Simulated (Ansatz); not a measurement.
Mn

Input file:

```
crystal:
  lattice:
    - [3.9733331609, 0.0, 0.0]
    - [-1.9866665804, 3.4410074551, 0.0]
    - [0.0, 0.0, 2.4969179769]
  atoms:
    - { symbol: Mn, position: [0.0, 0.0, 0.0], spin: 3.0 }
    - { symbol: Mn, position: [0.3333333333, 0.6666666667, 0.5], spin: 3.0 }
    - { symbol: Mn, position: [0.6666666667, 0.3333333333, 0.5], spin: 3.0 }
hamiltonian:
  xc: revpbe
  pseudopotentials:
    kind: paw
    azcp:
      Mn: "pseudopotentials/Mn.paw.azcp"
basis:
  ecutwfc: 420
  fft_grid_basis: typed
kpoints:
  mp_grid: { grid: [11, 11, 14], shift: [0, 0, 0] }
magnetization:
  spin_polarized: true
scf:
  occupations: { method: fermi_dirac, width: 0.05 }
  lower_state_search: "off"
output:
  stress: true
  write_density: true
  write_potential: true
  elf: true
  volumetric_format: npy
```

Below, planes, directions and counts refer to the conventional cell (a = 3.97 Å, b = 3.97 Å, c = 2.50 Å, α = 90.00°, β = 90.00°, γ = 120.00°).

Space group P6/mmm; set up as Mn, omega (AlB2-type); a generated structure, not necessarily the stable one; changed on purpose from its base cell (volume × 1.04); computed pressure about −8 GPa in this cell; the program warned that a starting moment wasn't kept; spin-polarised.

Level of theory: DFT, revPBE, plane waves (420 eV) with PAW, scalar-relativistic in Ansatz.

**What will maps of the valence pseudo-density, electron localisation function and spin density show?**

Mn–Mn (2.50 Å): ρ at the midpoint is about 0.36 e/Å³; the ELF is about 0.30 at the midpoint.
The spin density sits on Mn: +0.9 μB in one cell of 3 atoms: parallel moments on the main sites in this solution. The cell of the calculation (3 atoms) carries 0.3 μB of net spin moment.

**Does the calculation make it a metal, or give it a gap?**

It is metallic or semimetallic at this level of theory: no gap opens.

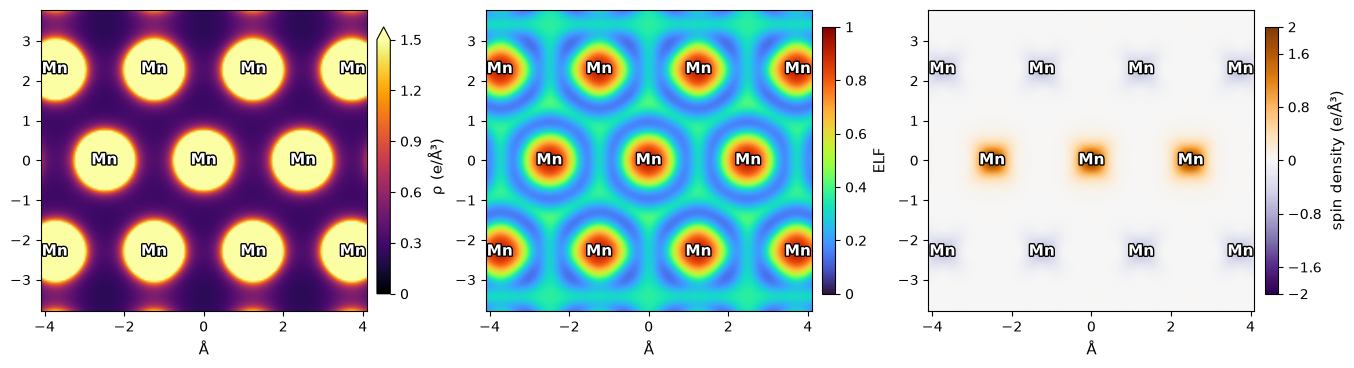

Computed valence pseudo-density, electron localisation function and spin density on the (110) plane of the conventional cell, in this order. 

In a PAW calculation such maps are meaningful between the atoms, not at the nuclei.
